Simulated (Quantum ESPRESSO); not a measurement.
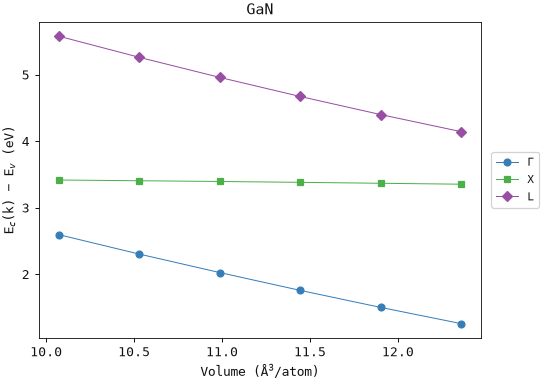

Lowest conduction level at each named k point, counted from the valence-band top at Γ.

System: zincblende GaN, space group F-43m (No. 216), 2 atoms in the primitive cell. The cell is scaled uniformly. Level of theory: PBE, PseudoDojo 0.4.1 SR PBE standard, no spin polarisation, no spin-orbit coupling, 6×6×6 k mesh, 1143 eV cutoff, fixed occupations; code Quantum ESPRESSO.

### How does each level move from 10.07 Å³/atom to 12.36 Å³/atom?

Γ falls by 1.34 eV, X falls by 0.07 eV and L falls by 1.44 eV.

### Which of these conduction levels is lowest, and does that change?

The lowest is the one at Γ, over the whole range, so among these points the gap stays direct.

### What are the deformation potentials dE/d ln V?

Straight lines against ln V have slopes of −6.5 eV at Γ, −0.3 eV at X and −7.0 eV at L.

The values:
```
       volume  Γ (eV)  X (eV)  L (eV)
10.07 Å³/atom    2.60    3.42    5.58
10.53 Å³/atom    2.30    3.41    5.26
10.99 Å³/atom    2.03    3.39    4.96
11.44 Å³/atom    1.76    3.38    4.67
11.90 Å³/atom    1.50    3.37    4.40
12.36 Å³/atom    1.26    3.35    4.14
```

LDA, GGA and most meta-GGA functionals understate gaps. The usual form of GaN is wurtzite.
